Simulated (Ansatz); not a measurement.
System: Pd, space group Fm-3m (No. 225) (one of a set of cubic test structures, which need not be the stable phase).

Method: equation of state of a cubic crystal from periodic Kohn-Sham density functional theory without spin, third-order Birch-Murnaghan fit to the free energies; pressure corrected for the finite basis (Ansatz 0.2.0 development build). Level: HSE06.

```tsv
setting	value
structure type	fcc
atoms in cell	1
space group number	225
lattice centring	face-centred primitive
k mesh	6×6×6
occupation method	Fermi–Dirac
occupation width	0.1 eV
wave cutoff	420 eV
datasets	soft-1 PAW
density tolerance	0 eV
bands	13
density cutoff ratio	4
search for lower states	default
exchange singularity	regularized
```

What does the calculation give for the energy above the lowest point and pressure against volume? The volume takes the values 14.07, 14.53, 14.98, 15.44, 15.90 Å³/atom.

A third-order Birch–Murnaghan fit gives V0 = 14.85 Å³/atom, B0 = 176 GPa and B′ = 5.9. The energy above the lowest point is 24.8 meV/atom at volume 14.07 Å³/atom and 34.4 meV/atom at 15.90 Å³/atom; the lowest computed point is at volume 14.98 Å³/atom (0.0 meV/atom). The pressure falls from 11.0 GPa at volume 14.07 Å³/atom to −9.9 GPa at 15.90 Å³/atom, and changes sign near 14.86 Å³/atom.

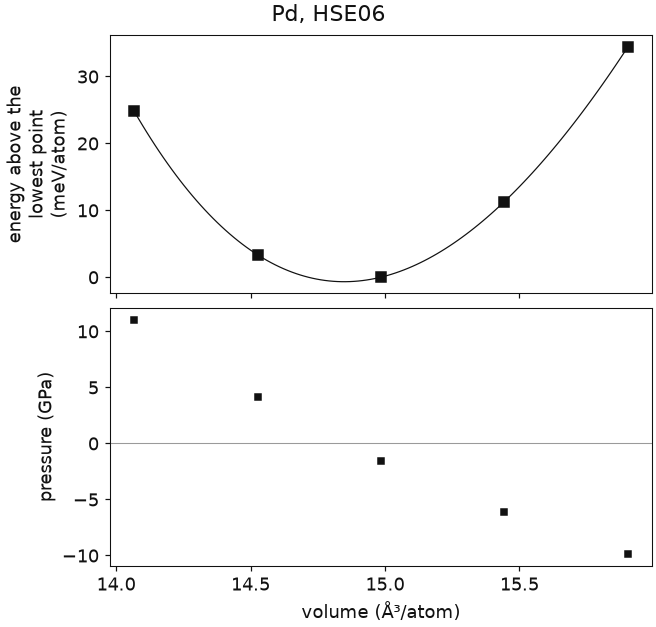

Keep in mind: coarse k-mesh, values are not converged in k; no spin polarisation, a magnetic state may lie lower.
